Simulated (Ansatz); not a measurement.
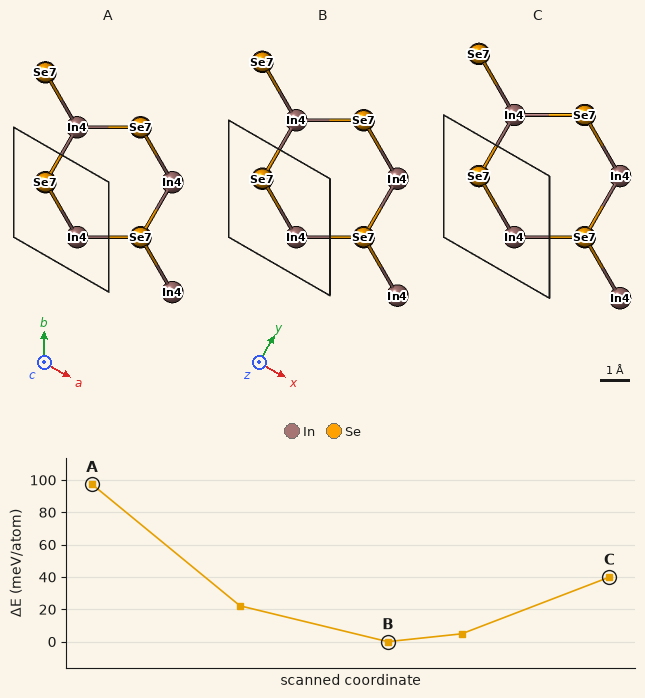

Frames of a one-coordinate scan of a crystal of InSe (P6_3/mmc). x, y and z are the Cartesian axes of the input. Style: ball-and-stick. Shown: the cell of the calculation, repeated 2 × 2 × 1 with one cell outlined, along the c axis.

All numbers below come from DFT PBE+D3(BJ), scalar-relativistic, plane waves, PAW in Ansatz. Set-up: plane-wave cutoff 420 eV; k-point mesh 12 × 12 × 2; occupations gaussian; smearing width 0.03 eV; no spin polarisation. Energies (free energies at the smearing named) are counted from the relaxed crystal.

Question: Which coordinate changes from frame to frame?

Answer: The cell is strained equally along x and y, with the atoms kept at their fractional coordinates. In the frames the strain is −0.06 (A), 0.00 (B), 0.045 (C). Of the computed points the lowest is at the strain 0.00, 0.0 meV/atom. The end points stand at 97.2 meV/atom (−0.06) and 39.9 meV/atom (0.045). The distortion keeps the space group P6_3/mmc. At the strain −0.06 the cell of the drawing goes a 4.032 → 3.790 Å, b 4.032 → 3.790 Å.
